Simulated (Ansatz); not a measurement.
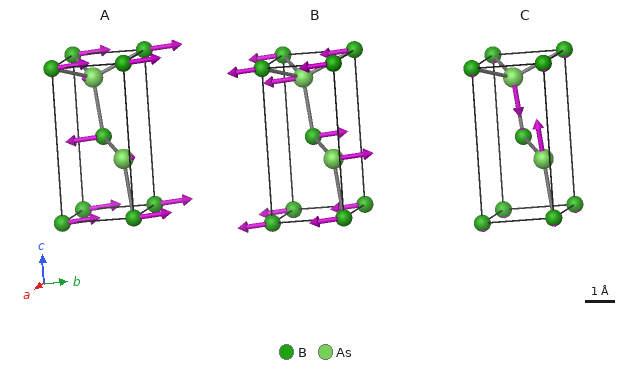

Three modes of a crystal of BAs at the zone centre of a doubled cell, in no order (one member of each degenerate set). Displacements are drawn as purple arrows; their common scale and sign are arbitrary. A ball-and-stick model of the cell of the calculation, seen slightly off an axis.

All numbers below come from DFT PBE, scalar-relativistic, plane waves, PAW in Ansatz 0.2.0. Set-up: plane-wave cutoff 420 eV; k-point mesh 12 × 12 × 10; occupations gaussian; smearing width 0.05 eV; no spin polarisation.

Frequencies are those without the non-analytic (LO–TO) term.

Question: Rank the modes by frequency, softest first.

Answer: B (139 cm⁻¹), C (303 cm⁻¹), A (650 cm⁻¹). B, doubly degenerate: All motion is along [1 −2 0] of the drawn cell; atoms of one kind move against one another, with no net shift of any sublattice; it mainly bends the As–B bonds; the kinetic energy is shared as As 90 %, B 10 %. C, non-degenerate: All motion is along [1 1 −3] of the drawn cell; atoms of one kind move against one another, with no net shift of any sublattice; it stretches the shortest As–B bonds (2.08 Å). A, doubly degenerate: All motion is along [1 −2 0] of the drawn cell; atoms of one kind move against one another, with no net shift of any sublattice; it stretches the shortest As–B bonds (2.08 Å); the kinetic energy is shared as B 90 %, As 10 %.
